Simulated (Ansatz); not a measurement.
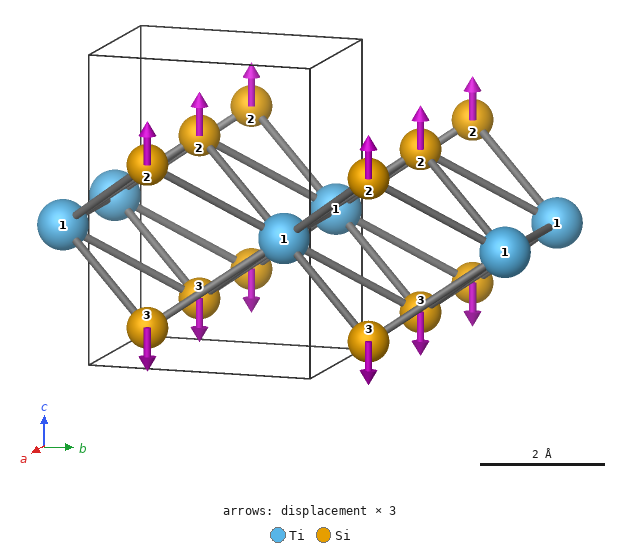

A relaxation of a crystal of TiSi2 (a generated structure, set up in Pmmm). The starting structure is drawn; purple arrows show the displacements (the part carried along by the change of the cell is left out), 3 times their true length.

The picture is a ball-and-stick view of the cell of the calculation, repeated 2 × 2 × 1 with one cell outlined, seen slightly off an axis.

Method: DFT PBE, scalar-relativistic, plane waves, PAW (Ansatz 0.2.0).

The input:
```yaml
crystal:
  lattice:
    - [2.6693098827, 0.0, 0.0]
    - [0.0, 3.7688005113, 0.0]
    - [0.0, 0.0, 5.1077081901]
  atoms:
    - { symbol: Ti, position: [0.5, 0.0, 0.5] }
    - { symbol: Si, position: [0.0, 0.5, 0.7627406302] }
    - { symbol: Si, position: [0.0, 0.5, 0.2372593698] }
basis:
  ecutwfc: 420
kpoints:
  mp_grid: { grid: [18, 12, 10] }
hamiltonian:
  xc: pbe
scf:
  occupations: { method: gaussian, width: 0.1 }
output:
  forces: true
  stress: true
  eigenvalues: true
  write_density: true
  write_potential: true
  elf: true
  volumetric_format: npy
relax:
  adjacent_minimum: "off"
  f_tol: 0.01
  max_steps: 80
  cell: { stress_tol: 0.05 }
```

Command:
```bash
ansatz run input.yaml --threads 1 --pin off --max-ram 2560MiB --backend cpu --events-out ev --progress --plain --runs-dir out
```

Question: What happened in the run?

Answer: The largest moves relative to the cell, 0.24 Å, are those of Si2 and Si3. Si3 goes along −c. Ti stays in place. The volume changes by −10.8 %, with a 2.669 → 2.764 Å (+3.5 %), b 3.769 → 2.773 Å (−26.4 %), c 5.108 → 5.982 Å (+17.1 %). Some distances before and after: Ti1–Ti1 3.769 → 2.773 Å, Si2–Si2 3.769 → 2.773 Å, Si2–Si3 2.684 → 3.625 Å, Ti1–Ti1 (another image) 2.669 → 2.764 Å. Bond angles that change, for instance: Ti1–Si3–Ti1 89.7° → 62.6°, Ti1–Si3–Ti1 119.7° → 94.4°, Ti1–Si3–Si2 120.2° → 132.8°. The space group (tolerance 0.01 Å) goes from Pmmm (No. 47) to P4/mmm (No. 123). After 11 accepted moves (14 points after the start) the energy has fallen by 137 meV per atom. Largest force component: 0.021 eV/Å at the start, 0.00022 eV/Å at the end. Pressure: 0.06 GPa at the start and 0.00 GPa at the end. The line search rejected the trial step at point 7 of the run. At 2 points the geometry stayed and the basis and grid were re-selected for the new cell (energy shift of 3.4 meV per atom at most each time).
